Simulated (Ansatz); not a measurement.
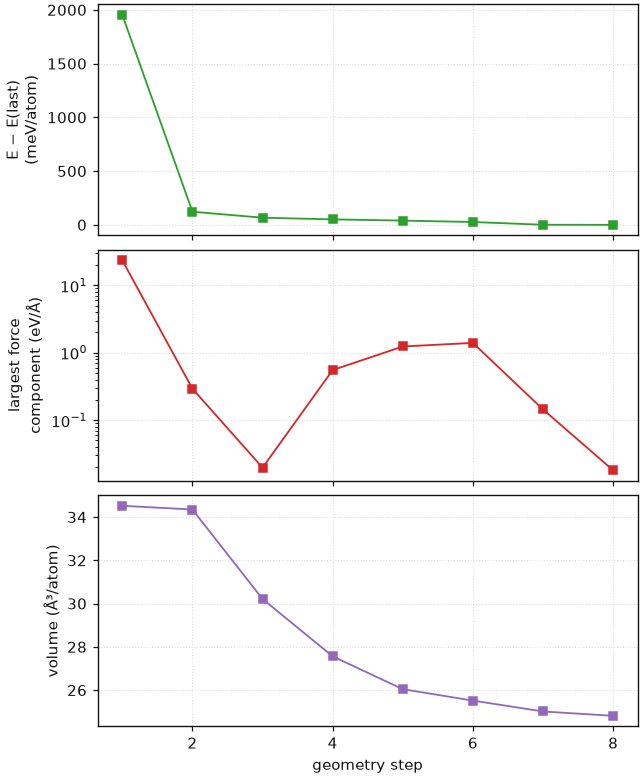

History of a geometry optimisation. Atoms and cell relax. A closing SCF on a freshly chosen basis isn't drawn.

Se (R-3m, 2 atoms in the cell); DFT PBE+D3(BJ), scalar-relativistic, plane waves, PAW (Ansatz 0.2.0); cutoff 420 eV, 6×6×6 k-mesh, Gaussian smearing of 0.1 eV.

How did the optimisation end?

Answer. The optimisation met its thresholds at geometry 8, counting the start as the first. The energy fell by about 2000 meV/atom from the first step to the last. The largest force component goes from about 23 eV/Å at the start to 0.018 eV/Å at the end.

What happens to the cell?

Answer. The volume shrinks from 34.5 to 24.8 Å³ per atom (−28 %). The start was expanded.

By which step was nine tenths of the energy gained?

Answer. By step 2 of 8.
